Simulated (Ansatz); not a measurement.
## Ti$_{3}$C: geometry relaxation (part 2 of 2)

Continued. System: Ti$_{3}$C (Pm-3n, 8 atoms in the cell). Method: DFT PBE, scalar-relativistic, plane waves, PAW, no spin polarisation (Ansatz 0.2.0); cutoff 420 eV, 8×8×8 k-mesh, Gaussian smearing of 0.1 eV. The structure was made by swapping elements on the sites of another compound; it need not be a known phase. It belongs to a series of runs on one base structure; here: A15 type (Pm-3n, No. 223).

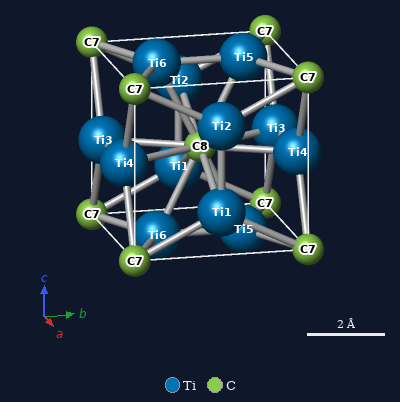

Fig. 1: The geometry at step 2 of the log (ball-and-stick view of the cell of the calculation, seen slightly off an axis; atoms are numbered from 1 in the order of the input).

**Output, continued**
```
  k-point 0: bands = ["-41.3509", "-41.2020", "-41.2020", "-40.8517", "-40.8517", "-40.8517", "-18.5527", "-18.5527", "-18.3380", "-17.7925", "-17.7925", "-17.7925", "-17.3104", "-17.3104", "-17.3104", "-17.2660", "-17.2660", "-17.2660", "-17.1566", "-17.1566", "-17.1566", "-16.3871", "-16.3871", "-16.3871", "4.1802", "5.2198", "11.4955", "11.4955", "11.4955", "11.8136", "11.8136", "11.8136", "13.1561", "13.1561", "13.4086", "13.4086", "13.4086", "13.4382", "14.5465", "15.2251", "15.2251", "15.2251", "15.5444", "15.7389", "15.7389", "18.1774", "18.1774", "18.1774"]
  k-point 1: bands = ["-41.3425", "-41.2064", "-41.1920", "-40.8670", "-40.8517", "-40.8517", "-18.5500", "-18.5136", "-18.3137", "-17.7904", "-17.7904", "-17.7677", "-17.3377", "-17.3377", "-17.3046", "-17.2840", "-17.2341", "-17.2341", "-17.1635", "-17.1635", "-17.1625", "-16.4734", "-16.3873", "-16.3873", "4.2464", "5.2054", "11.4901", "11.5164", "11.5164", "11.5167", "11.8484", "11.8484", "12.9323", "13.3728", "13.4364", "13.4364", "13.5946", "13.6171", "14.5845", "15.2119", "15.2119", "15.2192", "15.6722", "15.7453", "15.8707", "17.9288", "18.1250", "18.1250"]
  k-point 2: bands = ["-41.3206", "-41.2191", "-41.1613", "-40.9099", "-40.8517", "-40.8517", "-18.5420", "-18.4781", "-18.1625", "-17.7858", "-17.7858", "-17.7012", "-17.3668", "-17.3668", "-17.3357", "-17.2881", "-17.1962", "-17.1962", "-17.1794", "-17.1774", "-17.1774", "-16.7155", "-16.3878", "-16.3878", "4.4254", "5.1571", "11.0330", "11.2984", "11.5451", "11.5451", "11.9622", "11.9622", "12.9357", "13.5224", "13.5224", "13.7820", "13.7853", "13.9771", "14.6906", "15.1326", "15.1326", "15.1917", "15.5940", "15.7219", "16.5841", "17.2249", "18.0151", "18.0151"]
  k-point 34: bands = ["-41.0559", "-41.0559", "-41.0559", "-41.0559", "-41.0559", "-41.0559", "-17.7005", "-17.7005", "-17.5946", "-17.5946", "-17.5946", "-17.5946", "-17.5946", "-17.5946", "-17.2679", "-17.2679", "-17.2679", "-17.2679", "-17.2679", "-17.2679", "-17.2242", "-17.2242", "-17.2242", "-17.2242", "5.2639", "5.2639", "11.4995", "11.4995", "11.4995", "11.4995", "11.4995", "11.4995", "14.2113", "14.2113", "14.2113", "14.2113", "14.2113", "14.2113", "15.8693", "15.8693", "15.8693", "15.8693", "15.8693", "15.8693", "16.0305", "16.0305", "16.0305", "16.0305"]
--- Relaxed structure (2 steps of the walk, 2 accepted, 1 SCFs on fresh bases) ---
  F+E_penalty+E_count = -15496.77399774 eV   max|allowed force component| = 9.483e-17 eV/Å   (the final SCF, on the basis selected at the relaxed cell)
  cell:  # Å, volume = 102.9452 Å³
    - [4.686716198747991, 4.814824860968089e-35, 8.024708101613481e-35]
    - [1.1234591342258874e-34, 4.686716198747991, 0.0]
    - [8.024708101613481e-35, 0.0, 4.686716198747991]
  atoms:
    - { symbol: Ti, position: [6.094866018345593e-35, 0.49999999999999994, 0.24999999999999997] }
    - { symbol: Ti, position: [5.408120551489751e-35, 0.49999999999999994, 0.7499999999999999] }
    - { symbol: Ti, position: [0.24999999999999997, 7.350322574941429e-36, 0.49999999999999994] }
    - { symbol: Ti, position: [0.7499999999999999, -5.526154928605598e-36, 0.49999999999999994] }
    - { symbol: Ti, position: [0.49999999999999994, 0.7499999999999999, -4.72137508463391e-36] }
    - { symbol: Ti, position: [0.49999999999999994, 0.24999999999999997, -4.72137508463391e-36] }
    - { symbol: C, position: [-8.326788785627078e-35, 7.779538491726329e-36, 2.1460795839245043e-36] }
    - { symbol: C, position: [0.49999999999999994, 0.49999999999999994, 0.49999999999999994] }
```

**Trajectory as extended XYZ (Å, eV, eV/Å), 3 frames, from step=1 to step=3**
```
8
Lattice="4.6741 0.0000 0.0000 0.0000 4.6741 0.0000 0.0000 0.0000 4.6741" Properties=species:S:1:pos:R:3:forces:R:3 step=1 energy=-15496.77105 pressure_GPa=1.16
Ti    0.0000    2.3370    1.1685    0.0000   0.0000   0.0000
Ti    0.0000    2.3370    3.5055    0.0000   0.0000   0.0000
Ti    1.1685    0.0000    2.3370    0.0000   0.0000   0.0000
Ti    3.5055    0.0000    2.3370    0.0000   0.0000   0.0000
Ti    2.3370    3.5055    0.0000    0.0000   0.0000   0.0000
Ti    2.3370    1.1685    0.0000    0.0000   0.0000   0.0000
C     0.0000    0.0000    0.0000    0.0000   0.0000   0.0000
C     2.3370    2.3370    2.3370    0.0000   0.0000   0.0000
8
Lattice="4.6867 0.0000 0.0000 0.0000 4.6867 0.0000 0.0000 0.0000 4.6867" Properties=species:S:1:pos:R:3:forces:R:3 step=2 energy=-15496.77334 pressure_GPa=-0.02
Ti    0.0000    2.3434    1.1717    0.0000   0.0000   0.0000
Ti    0.0000    2.3434    3.5150    0.0000   0.0000   0.0000
Ti    1.1717    0.0000    2.3434    0.0000   0.0000   0.0000
Ti    3.5150    0.0000    2.3434    0.0000   0.0000   0.0000
Ti    2.3434    3.5150    0.0000    0.0000   0.0000   0.0000
Ti    2.3434    1.1717    0.0000    0.0000   0.0000   0.0000
C     0.0000    0.0000    0.0000    0.0000   0.0000   0.0000
C     2.3434    2.3434    2.3434    0.0000   0.0000   0.0000
8
Lattice="4.6867 0.0000 0.0000 0.0000 4.6867 0.0000 0.0000 0.0000 4.6867" Properties=species:S:1:pos:R:3:forces:R:3 step=3 energy=-15496.77400 pressure_GPa=-0.01
Ti    0.0000    2.3434    1.1717    0.0000   0.0000   0.0000
Ti    0.0000    2.3434    3.5150    0.0000   0.0000   0.0000
Ti    1.1717    0.0000    2.3434    0.0000   0.0000   0.0000
Ti    3.5150    0.0000    2.3434    0.0000   0.0000   0.0000
Ti    2.3434    3.5150    0.0000    0.0000   0.0000   0.0000
Ti    2.3434    1.1717    0.0000    0.0000   0.0000   0.0000
C     0.0000    0.0000    0.0000    0.0000   0.0000   0.0000
C     2.3434    2.3434    2.3434    0.0000   0.0000   0.0000
```

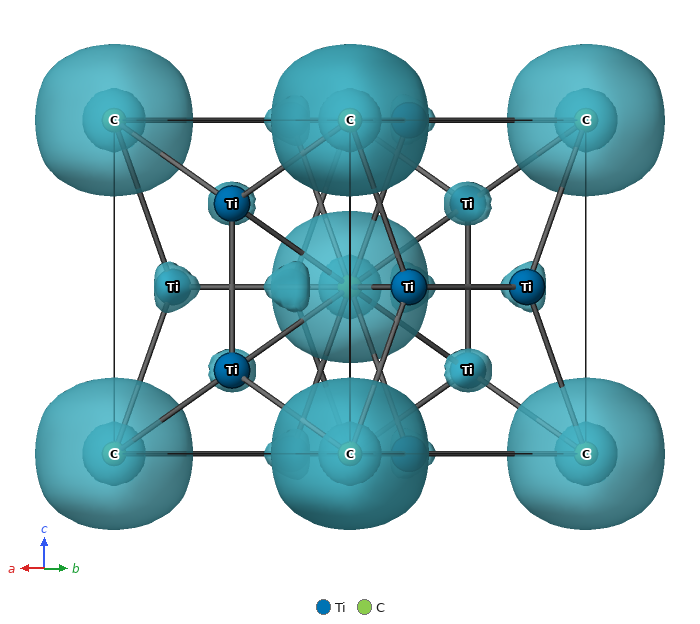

Fig. 2: Isosurface of the ELF at 0.6 (cyan), seen along [110]. Only the valence region is drawn (cores and ρ < 0.01 e/Å³ removed). Sticks mark near contacts. The outline is the cell set on symmetry axes. Values along the shortest contacts: Ti–Ti (2.34 Å): the ELF is about 0.20 at the midpoint; no localised pair between them. Ti–C (2.62 Å): the ELF is about 0.20 at the midpoint (no shared pair; the contact is polar). In a PAW calculation such maps are meaningful between the atoms, not at the nuclei.

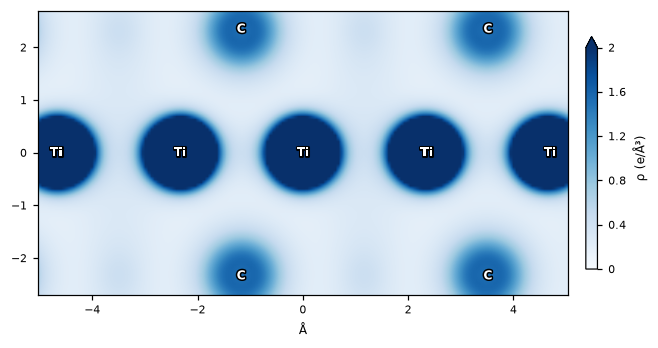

Fig. 3: Valence charge density (pseudo) on the (010) plane of the conventional cell. The section cuts through Ti and C sites. Ti–Ti (2.34 Å): ρ is about 0.44 e/Å³ halfway. Ti–C (2.62 Å): ρ is about 0.23 e/Å³ halfway. Away from the nuclei the density in this plane falls to 0.19 e/Å³ at its lowest.

The run was set up as follows.

**Input file**
```yaml
crystal:
  lattice:
    - [4.674050861, 0.0, 0.0]
    - [0.0, 4.674050861, 0.0]
    - [0.0, 0.0, 4.674050861]
  atoms:
    - { symbol: Ti, position: [0.0, 0.5, 0.25] }
    - { symbol: Ti, position: [0.0, 0.5, 0.75] }
    - { symbol: Ti, position: [0.25, 0.0, 0.5] }
    - { symbol: Ti, position: [0.75, 0.0, 0.5] }
    - { symbol: Ti, position: [0.5, 0.75, 0.0] }
    - { symbol: Ti, position: [0.5, 0.25, 0.0] }
    - { symbol: C, position: [0.0, 0.0, 0.0] }
    - { symbol: C, position: [0.5, 0.5, 0.5] }
basis:
  ecutwfc: 420
kpoints:
  mp_grid: { grid: [8, 8, 8] }
hamiltonian:
  xc: pbe
scf:
  occupations: { method: gaussian, width: 0.1 }
output:
  forces: true
  stress: true
  eigenvalues: true
  write_density: true
  write_potential: true
  elf: true
  volumetric_format: npy
relax:
  adjacent_minimum: "off"
  f_tol: 0.01
  max_steps: 80
  cell: { stress_tol: 0.05 }
```

Command:
```bash
ansatz run input.yaml --threads 1 --pin off --max-ram 2560MiB --backend cpu --events-out ev --progress --plain --runs-dir out
```

**Key numbers**

- outcome: converged
- space group (tolerance 0.01 Å): Pm-3n (223)
- electrons treated: 80
- free energy: −15496.7740 eV
- Fermi energy: 15.235 eV
- gap on the k-point mesh: none (metallic)
- pressure: −0.01 GPa
- final volume: 102.95 Å³
- largest force (length of the vector) at the end: under 0.001 eV/Å
- final cell: a = 4.687 Å, b = 4.687 Å, c = 4.687 Å, α = 90.00°, β = 90.00°, γ = 90.00°
- hardware: 1 thread of Intel Xeon @ 2.50GHz (Skylake/Cascade Lake), 256 GiB of memory available, shared host
- wall time: 48 s
- peak memory: 0.5 GiB
